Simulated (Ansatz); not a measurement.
## Single-point calculation of Cu2O (part 1 of 2)

Cu2O (Pn-3m, 24 atoms in the cell), computed with DFT HSE06, scalar-relativistic, plane waves, PAW, no spin polarisation (Ansatz 0.2.0).

The structure derives from a Materials Project entry. It belongs to a series of runs on one base structure; here: the perfect crystal in a cell of 24 atoms. Figures and captions count atoms from 1; the log counts them from 0 in places.

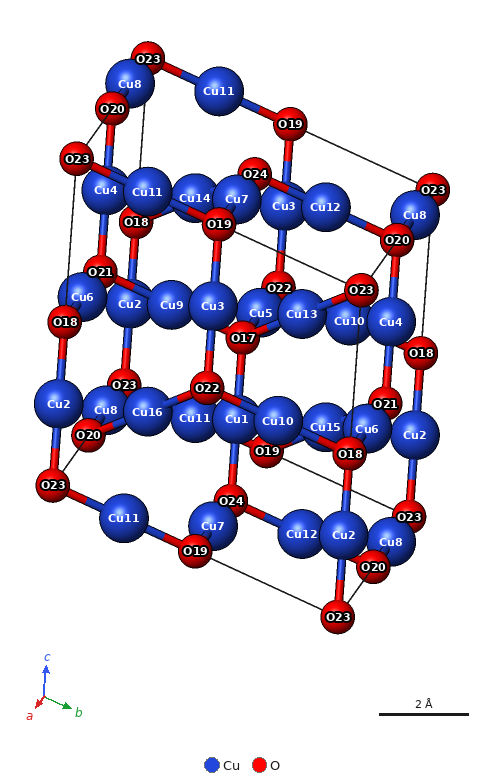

**Figure 1.** The structure as given in the input (ball-and-stick view of the cell of the calculation, seen slightly off an axis; atoms are numbered from 1 in the order of the input).

## Results in brief

| quantity | value |
| --- | --- |
| outcome | converged |
| space group (tolerance 0.01 Å) | Pn-3m (224) |
| electrons treated | 352 |
| free energy | −110516.0943 eV |
| Fermi energy | 10.668 eV |
| gap on the k-point mesh | 1.96 eV |
| pressure | 0.00 GPa |
| largest force (length of the vector) | under 0.001 eV/Å |
| hardware | 8 threads of Intel Xeon (Sapphire Rapids), 32 GiB of memory available, shared host |
| wall time | 56 s (CPU time 6.4 min) |
| peak memory | 4.4 GiB |

## Notes

Warnings of the run: the exchange loop's threshold is looser than advised for the stress; the SCF threshold is looser than advised for the printed stress.

## Input
```yaml
crystal:
  lattice:
    - [-4.2816067025, 4.2816067025, 4.2816067025]
    - [4.2816067025, -4.2816067025, 4.2816067025]
    - [4.2816067025, 4.2816067025, -4.2816067025]
  atoms:
    - { symbol: Cu, position: [0.5, 0.5, 0.25] }
    - { symbol: Cu, position: [0.0, 0.0, 0.25] }
    - { symbol: Cu, position: [0.0, 0.5, 0.75] }
    - { symbol: Cu, position: [0.5, 0.0, 0.75] }
    - { symbol: Cu, position: [0.25, 0.5, 0.5] }
    - { symbol: Cu, position: [0.75, 0.0, 0.5] }
    - { symbol: Cu, position: [0.75, 0.5, 0.0] }
    - { symbol: Cu, position: [0.25, 0.0, 0.0] }
    - { symbol: Cu, position: [0.5, 0.25, 0.5] }
    - { symbol: Cu, position: [0.0, 0.75, 0.5] }
    - { symbol: Cu, position: [0.0, 0.25, 0.0] }
    - { symbol: Cu, position: [0.5, 0.75, 0.0] }
    - { symbol: Cu, position: [0.75, 0.75, 0.75] }
    - { symbol: Cu, position: [0.25, 0.25, 0.75] }
    - { symbol: Cu, position: [0.25, 0.75, 0.25] }
    - { symbol: Cu, position: [0.75, 0.25, 0.25] }
    - { symbol: O, position: [0.5, 0.5, 0.5] }
    - { symbol: O, position: [0.0, 0.0, 0.5] }
    - { symbol: O, position: [0.0, 0.5, 0.0] }
    - { symbol: O, position: [0.5, 0.0, 0.0] }
    - { symbol: O, position: [0.5, 0.0, 0.5] }
    - { symbol: O, position: [0.0, 0.5, 0.5] }
    - { symbol: O, position: [0.0, 0.0, 0.0] }
    - { symbol: O, position: [0.5, 0.5, 0.0] }
basis:
  ecutwfc: 420
  xc_grid: 2
kpoints:
  mp_grid: { grid: [3, 3, 3], shift: [0.0, 0.0, 0.0] }
hamiltonian:
  xc: hse06
scf:
  occupations: { method: gaussian, width: 0.01 }
output:
  forces: true
  stress: true
  eigenvalues: true
  write_density: true
  write_potential: true
  elf: true
  volumetric_format: npy
```

Run as:
```bash
ansatz run input.yaml --threads 8 --pin off --max-ram 20480MiB --backend cpu --events-out ev --progress --plain --runs-dir out
```

## Output
```
Warning: output.stress: scf.convergence.dr2_threshold = 1e-7 eV (the SCF's general default) is looser than the 1.6e-9 eV advised for a printed stress (1e-10 eV for each atom of the cell: 24, of which 16 are counted). What an SCF threshold leaves in a stress goes as its square root, and in the free energy as the threshold itself, and one threshold admits the most on a small cell: of the crystals measured, under no hybrid functional and no lock of the moments, on runs that ended without the residual-converged pass, on stresses that held no estimate of that error, the worst erred by over 100 MPa in a component at 1e-7 eV an atom and by under 5 at 1e-10. Set scf.convergence.dr2_threshold to 1.6e-9 eV or tighter. The threshold is an SCF's pass mark: one that does not reach it within its budget of iterations ends unconverged, or closes short of it on a stop that the run arms, and scf.convergence.dr2_threshold's page says what that costs each kind of run
Warning: output.stress: scf.exx.energy_threshold = 1e-6 eV is looser than the 1.6e-7 eV advised for a stress under a hybrid functional (1e-8 eV for each atom of the cell: 24, of which 16 are counted). Every SCF of the exchange loop can meet its threshold on dr2 while the loop round them stops early: no threshold on dr2 bounds what that leaves in the stress. Set scf.exx.energy_threshold to 1.6e-7 eV or tighter. The threshold is the loop's pass mark: a loop that does not reach it within its budget of cycles ends unconverged, and scf.exx.energy_threshold's page has the law
Engine: ansatz 0.2.0, x86_64-unknown-linux-gnu
Pseudopotentials: kind: paw
Pseudopotential: Cu, paw, valence charge 19, recommended cutoff 420 eV (normal), Cu.paw.azcp
Pseudopotential: O, paw, valence charge 6, recommended cutoff 420 eV (normal), O.paw.azcp
Functional definition: HSE06
  parameter a = 0.25
  parameter omega = 0.11/bohr
  exchange = pbe_x - a*pbe_x_sr(omega) + a*exact_x_sr(omega)
  correlation = pbe_c
Crystal: 24 atoms, lattice volume = 313.964 Å³
Basis set: ecut = 420 eV, 6099 PW (Γ), exchange–correlation on 100×100×100 points (8 copies of the dense FFT grid, shifted against one another)
Bands: 212, of which v1, the nominal top of the filled ones, is band 176 counted from 1 (175 counted from 0)
Symmetry: 192 space group operations
Space group: Pn-3m (ITA 224), of the structure as read, at distance tolerance 6.8e-5 Å
k-points: 4 of 27
Non-local potential: Cu, projectors of the file, l = 0: 3, l = 1: 2, l = 2: 3, l = 3: 1
Non-local potential: O, projectors of the file, l = 0: 2, l = 1: 2, l = 2: 1
PAW form: soft (Blöchl's): semilocal exchange-correlation on the pseudo side does not see the compensation charge
PAW frozen core: Cu, regenerated for the run's functional, and the local potential with it (the file was generated under x = pbe(κ = 0.804, μ = 0.2195149727645171), c = pbe(β = 0.06672455060314922))
PAW frozen core: O, regenerated for the run's functional, and the local potential with it (the file was generated under x = pbe(κ = 0.804, μ = 0.2195149727645171), c = pbe(β = 0.06672455060314922))
PAW one-centre angular grid: Cu, 590 points (default); XC on 64 Gauss nodes
PAW one-centre angular grid: O, 110 points (default); XC on 96 Gauss nodes
Initial density: superposition of atomic densities (neutral atoms: chi_scale 0, normalization atom), corrected by the library's trained network
Initial wavefunctions: pseudopotential atomic-orbital guess
Functional: x = pbe(κ = 0.804, μ = 0.2195149727645171), c = pbe(β = 0.06672455060314922), warm-up for x = pbe(κ = 0.804, μ = 0.2195149727645171) + 0.25 (exact − pbe) at short range (hse, ω = 0.20786987370883472 Å⁻¹), c = pbe(β = 0.06672455060314922); HSE06 as pw.x's `hse` composes it (authors' and Libxc's form: `xc: wpbeh`)
SCF iter   1: F=—  HF=-110531.977241 eV  |F-HF|=—  |Δ(HF+E_count)|=         —  Δρ=2.33e-3  dr2=9.37e-3  ethr=1.77e-3  ⟨swp⟩=14.2  Hψ=3933  notcnv=0  reapply=1
preconditioner: auto → none  [insulator: Δε(μ)=0.502 eV  Ē_g=9.888 eV  σ=0.010 eV  W_gap=1.00  n_scr=134 (ndim 8)  ℏωp=31.4 eV  f_vac=0.020  D(μ)=0.00/eV (n_scr^D=0)]
SCF iter   2: F=—  HF=-110531.982571 eV  |F-HF|=—  |Δ(HF+E_count)|=   5.33e-3  Δρ=2.63e-3  dr2=1.25e-2  ethr=2.66e-6  ⟨swp⟩=6.2  Hψ=2916  notcnv=0
SCF iter   3: F=—  HF=-110531.980049 eV  |F-HF|=—  |Δ(HF+E_count)|=   2.52e-3  Δρ=8.54e-4  dr2=1.14e-3  ethr=2.66e-6  ⟨swp⟩=4.0  Hψ=2072  notcnv=0
SCF iter   4: F=—  HF=-110531.980340 eV  |F-HF|=—  |Δ(HF+E_count)|=   2.92e-4  Δρ=3.03e-4  dr2=2.05e-4  ethr=3.24e-7  ⟨swp⟩=3.0  Hψ=1833  notcnv=0
iter 5 solved again at ethr=5.87e-10 eV; its pass at ethr=5.83e-8 eV (dr2=2.07e-6 eV) is discarded
SCF iter   5: F=-110531.980447 eV  HF=-110531.980435 eV  |F-HF|=1.27e-5  |Δ(HF+E_count)|=   9.42e-5  Δρ=5.80e-5  dr2=2.15e-6  ethr=5.87e-10  ⟨swp⟩=4.0  Hψ=3971  notcnv=0
SCF 1 stopped early in 5 iterations: F = -110531.980447 eV  dr2 = 2.15e-6
  greatest PAW one-centre occupation: 1.000 electrons in one spin orbital (limit 2), on the Cu atom at site 3 (counted from 0), in its partial waves of l = 0
Initial density: handed on by an earlier stage of this run
Initial wavefunctions: those handed on with the density
Functional: x = pbe(κ = 0.804, μ = 0.2195149727645171) + 0.25 (exact − pbe) at short range (hse, ω = 0.20786987370883472 Å⁻¹), c = pbe(β = 0.06672455060314922); HSE06 as pw.x's `hse` composes it (authors' and Libxc's form: `xc: wpbeh`)
Exchange kernel: α = 0.2500, screened, ω = 0.2079 Å⁻¹, Wigner–Seitz truncation, v(0) = 1046.3093 eV·Å³, q-mesh 3×3×3, nearest image of the exchange supercell L = 22.25 Å, pair-density grid 32×32×32, without the augmentation charges, whose exchange is taken in its separable form by FFT convolution over the k-point mesh (sized by the pseudopotential files, 45×45×45 at the most), smooth part of the exact exchange by density-matrix convolution
Frozen-core exchange: fock
SCF iter   1: F=—  HF=-110517.248111 eV  |F-HF|=—  |Δ(HF+E_count)|=         —  Δρ=5.60e-2  dr2=6.82e0  ethr=6.10e-9  ⟨swp⟩=9.2  Hψ=4895  notcnv=0
preconditioner: auto → none  [insulator: Δε(μ)=1.924 eV  Ē_g=12.553 eV  σ=0.010 eV  W_gap=1.00  n_scr=134 (ndim 8)  ℏωp=31.4 eV  f_vac=0.020  D(μ)=0.00/eV (n_scr^D=0)]
SCF iter   2: F=—  HF=-110517.475041 eV  |F-HF|=—  |Δ(HF+E_count)|=   2.27e-1  Δρ=5.24e-2  dr2=5.45e0  ethr=6.10e-9  ⟨swp⟩=7.0  Hψ=4536  notcnv=0
SCF iter   3: F=—  HF=-110515.895502 eV  |F-HF|=—  |Δ(HF+E_count)|=    1.58e0  Δρ=9.78e-3  dr2=2.47e-1  ethr=6.10e-9  ⟨swp⟩=6.8  Hψ=4448  notcnv=0
SCF iter   4: F=—  HF=-110516.126285 eV  |F-HF|=—  |Δ(HF+E_count)|=   2.31e-1  Δρ=8.11e-3  dr2=1.71e-1  ethr=6.10e-9  ⟨swp⟩=5.2  Hψ=3850  notcnv=0
SCF iter   5: F=—  HF=-110516.089403 eV  |F-HF|=—  |Δ(HF+E_count)|=   3.69e-2  Δρ=7.93e-4  dr2=2.30e-3  ethr=6.10e-9  ⟨swp⟩=5.0  Hψ=3674  notcnv=0
SCF iter   6: F=—  HF=-110516.094077 eV  |F-HF|=—  |Δ(HF+E_count)|=   4.67e-3  Δρ=1.00e-3  dr2=2.01e-3  ethr=6.10e-9  ⟨swp⟩=4.0  Hψ=3107  notcnv=0
SCF iter   7: F=-110516.093572 eV  HF=-110516.093596 eV  |F-HF|=2.46e-5  |Δ(HF+E_count)|=   4.81e-4  Δρ=1.79e-4  dr2=1.61e-4  ethr=6.10e-9  ⟨swp⟩=4.8  Hψ=2841  notcnv=0
SCF 2 stopped early in 7 iterations: F = -110516.093572 eV  dr2 = 1.61e-4
  greatest PAW one-centre occupation: 1.000 electrons in one spin orbital (limit 2), on the Cu atom at site 7 (counted from 0), in its partial waves of l = 0
hybrid outer 1: dexx = +2.670e-1 eV, tail = 1.33e-3 eV
Exchange kernel: α = 0.2500, screened, ω = 0.2079 Å⁻¹, Wigner–Seitz truncation, v(0) = 1046.3093 eV·Å³, q-mesh 3×3×3, nearest image of the exchange supercell L = 22.25 Å, pair-density grid 32×32×32, without the augmentation charges, whose exchange is taken in its separable form by FFT convolution over the k-point mesh (sized by the pseudopotential files, 45×45×45 at the most), smooth part of the exact exchange by density-matrix convolution
Frozen-core exchange: fock
SCF iter   1: F=—  HF=-110516.094268 eV  |F-HF|=—  |Δ(HF+E_count)|=         —  Δρ=3.19e-4  dr2=2.41e-4  ethr=1.88e-6  ⟨swp⟩=5.0  Hψ=1845  notcnv=0
preconditioner: auto → none  [insulator: Δε(μ)=1.959 eV  Ē_g=12.193 eV  σ=0.010 eV  W_gap=1.00  n_scr=134 (ndim 8)  ℏωp=31.4 eV  f_vac=0.034  D(μ)=0.00/eV (n_scr^D=0)]
SCF iter   2: F=—  HF=-110516.094243 eV  |F-HF|=—  |Δ(HF+E_count)|=   2.49e-5  Δρ=3.08e-5  dr2=3.67e-6  ethr=5.62e-8  ⟨swp⟩=4.0  Hψ=2165  notcnv=0
SCF iter   3: F=—  HF=-110516.094252 eV  |F-HF|=—  |Δ(HF+E_count)|=   8.69e-6  Δρ=1.01e-5  dr2=1.72e-7  ethr=4.57e-10  ⟨swp⟩=4.0  Hψ=2748  notcnv=0
SCF iter   4: F=—  HF=-110516.094252 eV  |F-HF|=—  |Δ(HF+E_count)|=   1.66e-7  Δρ=1.69e-5  dr2=5.27e-7  ethr=3.88e-11  ⟨swp⟩=4.8  Hψ=2130  notcnv=0
SCF iter   5: F=-110516.094252 eV  HF=-110516.094252 eV  |F-HF|=6.78e-9  |Δ(HF+E_count)|=   1.32e-7  Δρ=1.67e-6  dr2=5.38e-9  ethr=3.88e-11  ⟨swp⟩=4.0  Hψ=2145  notcnv=0
SCF 3 converged in 5 iterations: F = -110516.094252 eV  dr2 = 5.38e-9
  Residual-converged pass: ⟨swp⟩=3.0  Hψ=1493  notcnv=0  max |occ|·‖R‖ = 2.4e-6 eV (tolerance 2.4e-6 eV)  dr2=5.31e-9  dr2_onsite=3.22e-9  max |Δocc| = 0.0e0
  greatest PAW one-centre occupation: 1.000 electrons in one spin orbital (limit 2), on the Cu atom at site 11 (counted from 0), in its partial waves of l = 1
hybrid outer 2: dexx = +1.166e-5 eV, tail = 9.02e-7 eV, Δε = 7.45e-3 eV (about 2.84e-4 eV left of the loop's levels)
Exchange kernel: α = 0.2500, screened, ω = 0.2079 Å⁻¹, Wigner–Seitz truncation, v(0) = 1046.3093 eV·Å³, q-mesh 3×3×3, nearest image of the exchange supercell L = 22.25 Å, pair-density grid 32×32×32, without the augmentation charges, whose exchange is taken in its separable form by FFT convolution over the k-point mesh (sized by the pseudopotential files, 45×45×45 at the most), smooth part of the exact exchange by density-matrix convolution
Frozen-core exchange: fock
SCF iter   1: F=—  HF=-110516.094255 eV  |F-HF|=—  |Δ(HF+E_count)|=         —  Δρ=4.05e-6  dr2=3.76e-8  ethr=1.28e-9  ⟨swp⟩=5.8  Hψ=1858  notcnv=0
preconditioner: auto → none  [insulator: Δε(μ)=1.960 eV  Ē_g=12.194 eV  σ=0.010 eV  W_gap=1.00  n_scr=134 (ndim 8)  ℏωp=31.4 eV  f_vac=0.034  D(μ)=0.00/eV (n_scr^D=0)]
SCF iter   2: F=-110516.094255 eV  HF=-110516.094255 eV  |F-HF|=3.39e-9  |Δ(HF+E_count)|=   1.09e-9  Δρ=9.70e-7  dr2=2.86e-9  ethr=1.29e-11 (applied; sched 9.05e-12)  ⟨swp⟩=4.0  Hψ=2140  notcnv=0
SCF 4 converged in 2 iterations: F = -110516.094255 eV  dr2 = 2.86e-9
  Residual-converged pass: ⟨swp⟩=2.0  Hψ=1542  notcnv=0  max |occ|·‖R‖ = 1.9e-6 eV (tolerance 2.4e-6 eV)  dr2=2.83e-9  dr2_onsite=4.22e-9  max |Δocc| = 0.0e0
  greatest PAW one-centre occupation: 1.000 electrons in one spin orbital (limit 2), on the Cu atom at site 7 (counted from 0), in its partial waves of l = 1
```

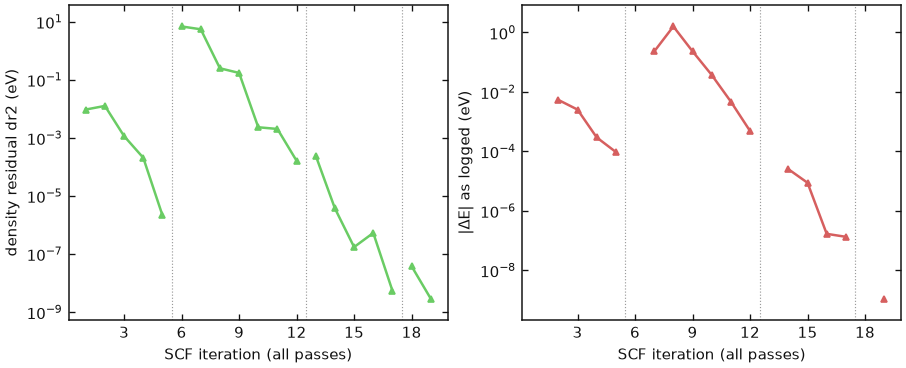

**Figure 2.** Convergence of the self-consistent field: density residual dr2 and size of the energy change against the SCF iteration. The run starts with a semilocal functional; after that each stretch between dotted lines is one SCF of the hybrid functional between two exact rebuilds of the exchange operator by the outer loop. Early passes are stopped at a loose threshold. The passes take 5, 7, 5 and 2 iterations.

```
hybrid outer 3: dexx = +1.362e-8 eV, tail = 1.45e-8 eV, Δε = 1.76e-4 eV (about 3.85e-5 eV left of the loop's levels), ΔF = 1.08e-17 eV/Å (tail 6.83e-4)
hybrid SCF converged: 3 outer / 14 inner (+5 warm-up), last move |dexx| = 1.36e-8 eV, tail = 1.45e-8 eV
Stability not checked: this state was not tested for a lower state beside it, because the functional holds exact exchange (a hybrid, or Hartree-Fock), whose exchange loop this test does not read (fock_operator; see scf.lower_state_search)
Free energy (F): -110516.094255 eV
Frozen-core exchange: fock
Harris-Foulkes:  -110516.094255 eV  (|F-HF|=3.39e-9)
Internal energy: -110516.094255 eV  (E = F + TS)
E sigma→0 (E₀):  -110516.094255 eV
Fermi energy:    10.668409 eV
--- Per-component energies (eV) ---
  E_band       = -8396.124855
  E_kinetic    = 6197.649464
  E_local      = -79784.892083  (includes V_loc(G=0)·N_el)
  E_nonlocal   = 6857.786762
  E_hartree    = 35004.452818
  E_xc         = -1593.240187
  E_vxc        = -2029.638153  (∫ρ·V_xc dr)
  E_exx        = -1899.554930  (= α·E_x^exact, valence–valence)
  E_paw        = -26540.742674  (= ΣΔE_a)
  E_vpaw       = -5846.858246  (= ΣTr[D̂ρ^β])
  E_aug_tail   = 0.021836  (compensation charges beyond the density's cutoff)
  E_ewald      = -48753.757741
  E_core_change = -3.817533  (= ΣΔE_core)
  E_smearing   = -0.000000  (= −TS)
  E_closure    = 0.000013  (closes the sum)
  Σ components = -110516.094255   (vs F -110516.094255, Δ=-1.46e-11)
--- Forces (eV/Å), atoms counted from 1 ---
  atom   1  Cu     0.00000000     0.00000000     0.00000000
  atom   2  Cu    -0.00000000     0.00000000     0.00000000
  atom   3  Cu    -0.00000000     0.00000000    -0.00000000
  atom   4  Cu     0.00000000    -0.00000000     0.00000000
  atom   5  Cu    -0.00000000    -0.00000000    -0.00000000
  atom   6  Cu    -0.00000000    -0.00000000    -0.00000000
  atom   7  Cu    -0.00000000    -0.00000000     0.00000000
  atom   8  Cu    -0.00000000     0.00000000    -0.00000000
  atom   9  Cu     0.00000000    -0.00000000    -0.00000000
  atom  10  Cu    -0.00000000     0.00000000     0.00000000
  atom  11  Cu    -0.00000000    -0.00000000     0.00000000
  atom  12  Cu    -0.00000000    -0.00000000     0.00000000
  atom  13  Cu     0.00000000     0.00000000    -0.00000000
  atom  14  Cu    -0.00000000     0.00000000     0.00000000
  atom  15  Cu    -0.00000000    -0.00000000     0.00000000
  atom  16  Cu    -0.00000000     0.00000000     0.00000000
  atom  17  O      0.00000000     0.00000000     0.00000000
  atom  18  O      0.00000000     0.00000000    -0.00000000
  atom  19  O      0.00000000    -0.00000000    -0.00000000
  atom  20  O      0.00000000    -0.00000000    -0.00000000
  atom  21  O     -0.00000000    -0.00000000     0.00000000
  atom  22  O     -0.00000000     0.00000000    -0.00000000
  atom  23  O     -0.00000000    -0.00000000     0.00000000
  atom  24  O     -0.00000000    -0.00000000     0.00000000
  max |Σ_I F_I| component: 1.08e-17 eV/Å
--- Stress (GPa, compression-positive) ---
        0.001045      -0.000000       0.000000
        0.000000       0.001045      -0.000000
       -0.000000       0.000000       0.001045
  P = ⅓ Tr σ = 0.0010 GPa (0.010 kbar)
--- Band table (eV) ---
```
